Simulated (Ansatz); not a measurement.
**BP (F-43m): refractive index against wavelength**

The refractive index of BP (F-43m) below the direct gap (3.40 eV on the mesh) is read from one computed spectrum, n = √(Re ε).

The structure is cubic, space group F-43m (No. 216). Conventional cell: a = 4.538 Å, b = 4.538 Å, c = 4.538 Å, α = 90.00°, β = 90.00°, γ = 90.00°. Around P on site c lie 4 B at 1.97 Å. B on site a is surrounded by 4 P at 1.97 Å.

Method: Ansatz 0.2.0, PBE, independent particles, k-mesh 14×14×14 with interpolation inside its cells, Gaussian parameter 0.15 eV.

Launch of the response step: `ansatz run input.yaml --threads 4 --pin off --max-ram 8192MiB --backend cpu --events-out ev --progress --plain --runs-dir out`. The run took 3 s, on 4 threads of Intel(R) Xeon(R) Platinum 8488C (Sapphire Rapids), with other jobs on the host.

```tsv
wavelength (nm)	photon energy E (eV)	n
1550	0.800	3.1078
1310	0.946	3.1186
1064	1.165	3.1387
850	1.459	3.1736
700	1.771	3.2221
633	1.959	3.2581
532	2.331	?
```

In the single-oscillator model n² − 1 = E₀E_d/(E₀² − E²), so 1/(n² − 1) = E₀/E_d − E²/(E₀E_d) is linear in E².

Working, on the rows shown:

| x = E² (eV²) | y = 1/(n² − 1) |
| --- | --- |
| 0.639837 | 0.115495 |
| 0.895757 | 0.114604 |
| 1.35784 | 0.112976 |
| 2.12762 | 0.110232 |
| 3.13716 | 0.106588 |
| 3.83641 | 0.104002 |

Means: x̄ = 1.9991, ȳ = 0.11065. Σ(x − x̄)(y − ȳ) = -0.02933, Σ(x − x̄)² = 8.164. Slope = -0.02933 / 8.164 = -0.003593; intercept = ȳ − slope · x̄ = 0.11783. Turned back into n, the line misses the rows shown by at most 0.00066.

What does the fit predict for the withheld row, and how well does it do?

At x = 5.4314 the line gives y = 0.098318, that is 3.3423. The run gave 3.3483, so the extrapolation is off by 0.006, 2 % of the range in the table.

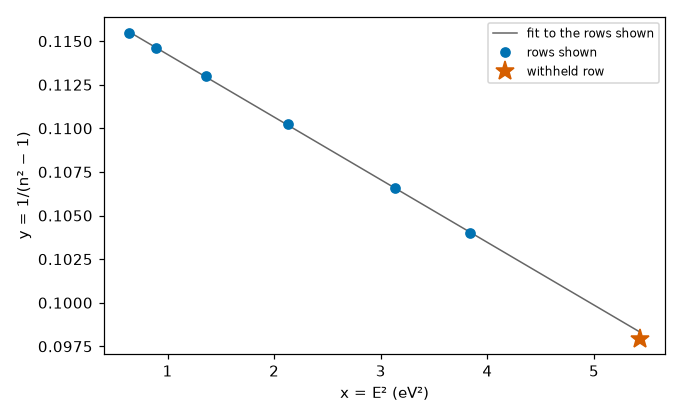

Refitted with all rows, the slope is -0.003655 and the intercept 0.11793. These give E₀ = √(intercept/−slope) = 5.68 eV and E_d = E₀/intercept = 48.2 eV; E₀ is 1.7 times the direct gap. The electronic limit at long wavelengths, without lattice vibrations, is n = √(1 + 1/intercept) = 3.079. Excitons are left out and so are local fields; PBE gaps are as a rule too small.

[Logs are printed without paths, hosts, clocks, repeated set-up lines and the standing remarks that a program may print on its own settings, such as how far it seeks lower states.]
